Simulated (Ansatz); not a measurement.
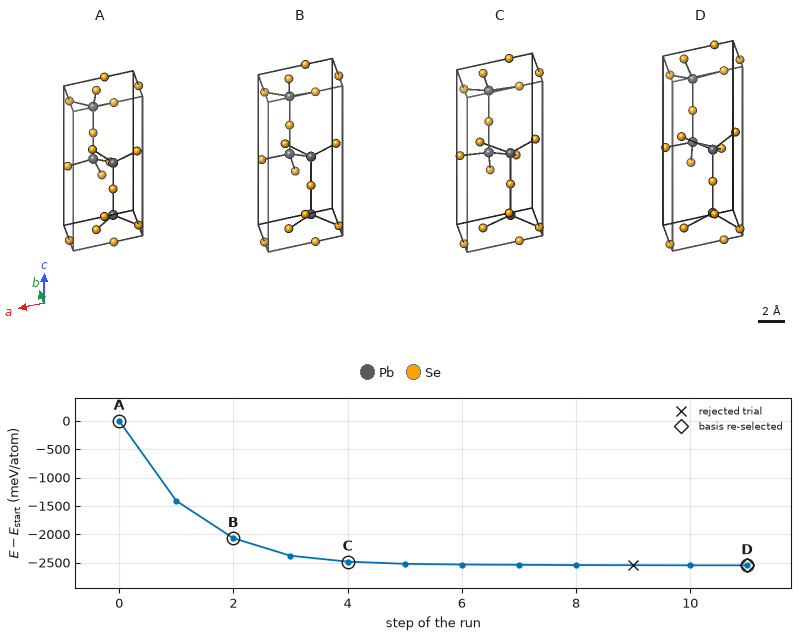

Frames of a relaxation of solid PbSe$_{2}$ (a generated structure, set up in P6_322) (coarse preliminary run), marked on the history of the run. Style: ball-and-stick. Shown: the cell of the calculation, from a free direction.

Case: O → Se, Si → Pb on all its sites, cell and atoms relaxed.

Theory: Ansatz 0.2.0, DFT r2SCAN, scalar-relativistic, plane waves, PAW. (plane-wave cutoff 500 eV; k-point mesh 3 × 3 × 2; occupations gaussian; smearing width 0.1 eV; no spin polarisation; cell and atoms relaxed; force threshold 0.05 eV/Å; at most 60 steps)

### Describe the path.

The largest moves relative to the cell, 1.02 Å, are those of Se atoms. Pb stays in place. The drawn cell changes as follows: a = b 6.778 → 6.850 Å (+1.1 %), c 11.528 → 13.991 Å (+21.4 %); the volume changes by +24.0 %. Among the contacts that change: Se–Se 4.852 → 3.131 Å, Pb–Se 2.168 → 2.702 Å, Pb–Se 2.156 → 2.617 Å. Bond angles that change, for instance: Pb–Se–Pb 148.5° → 106.5°. The space group stays P6_322 (No. 182). After 9 accepted moves (11 points after the start) the energy has fallen by 2548 meV per atom. Largest force component: 6.2 eV/Å at the start, 0.039 eV/Å at the end. The pressure goes from 41.36 to −0.07 GPa. The line search rejected the trial step at point 9 of the run. At 1 point the geometry stayed and the basis and grid were re-selected for the new cell (energy shift of 0.6 meV per atom at most each time). From step 0 to 2: Se atoms move most (0.36 Å), volume +23.7 %, energy −2068 meV per atom. From step 2 to 4: Se atoms move most (0.42 Å), volume +6.3 %, energy −414 meV per atom. From step 4 to 11: Se atoms move most (0.29 Å), volume −5.7 %, energy −65.5 meV per atom.

```json
{"step": "0", "E − E(0), meV/atom": "0.00", "largest force component, eV/Å": "6.1562", "pressure, GPa": "41.36", "volume, Å³/atom": "38.223", "note": ""}
{"step": "1", "E − E(0), meV/atom": "-1409.29", "largest force component, eV/Å": "4.0375", "pressure, GPa": "19.66", "volume, Å³/atom": "43.891", "note": ""}
{"step": "2", "E − E(0), meV/atom": "-2068.13", "largest force component, eV/Å": "2.5589", "pressure, GPa": "9.61", "volume, Å³/atom": "47.284", "note": ""}
{"step": "3", "E − E(0), meV/atom": "-2377.87", "largest force component, eV/Å": "1.2259", "pressure, GPa": "3.72", "volume, Å³/atom": "49.604", "note": ""}
{"step": "4", "E − E(0), meV/atom": "-2482.03", "largest force component, eV/Å": "0.3858", "pressure, GPa": "0.54", "volume, Å³/atom": "50.259", "note": ""}
{"step": "5", "E − E(0), meV/atom": "-2520.80", "largest force component, eV/Å": "0.1962", "pressure, GPa": "-0.34", "volume, Å³/atom": "48.857", "note": ""}
{"step": "6", "E − E(0), meV/atom": "-2532.65", "largest force component, eV/Å": "0.0983", "pressure, GPa": "-0.23", "volume, Å³/atom": "48.521", "note": ""}
{"step": "7", "E − E(0), meV/atom": "-2537.53", "largest force component, eV/Å": "0.1028", "pressure, GPa": "-0.17", "volume, Å³/atom": "48.215", "note": ""}
{"step": "8", "E − E(0), meV/atom": "-2542.81", "largest force component, eV/Å": "0.1196", "pressure, GPa": "-0.06", "volume, Å³/atom": "47.873", "note": ""}
{"step": "9", "E − E(0), meV/atom": "-2541.61", "largest force component, eV/Å": "0.2678", "pressure, GPa": "0.70", "volume, Å³/atom": "45.525", "note": "rejected"}
{"step": "10", "E − E(0), meV/atom": "-2546.93", "largest force component, eV/Å": "0.0388", "pressure, GPa": "-0.08", "volume, Å³/atom": "47.379", "note": ""}
{"step": "11", "E − E(0), meV/atom": "-2547.52", "largest force component, eV/Å": "0.0389", "pressure, GPa": "-0.07", "volume, Å³/atom": "47.379", "note": "same geometry, new basis"}
```
